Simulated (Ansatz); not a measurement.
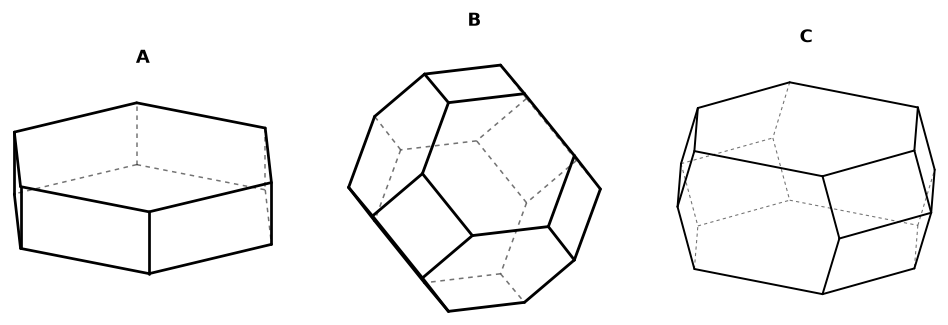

First Brillouin zones computed for the structures below (computed or model cells, partly hypothetical), each scaled to its frame and seen from the same direction (third Cartesian axis up).

Question: Match each zone to its crystal.
1. Rh, P6₃/mmc (No. 194), a = 2.76 Å, b = 2.76 Å, c = 9.01 Å, α = 90.00°, β = 90.00°, γ = 120.00°
2. Be, Fm-3m, No. 225, a = 3.11 Å, b = 3.11 Å, c = 3.11 Å, α = 90.00°, β = 90.00°, γ = 90.00°
3. Cr, Fddd, No. 70, origin choice 1, a = 2.41 Å, b = 4.99 Å, c = 8.08 Å, α = 90.00°, β = 90.00°, γ = 90.00°

Answer: A is 1 (primitive hexagonal, a hexagonal prism); B is 2 (face-centred cubic, a truncated octahedron); C is 3 (face-centred orthorhombic, an elongated dodecahedron).
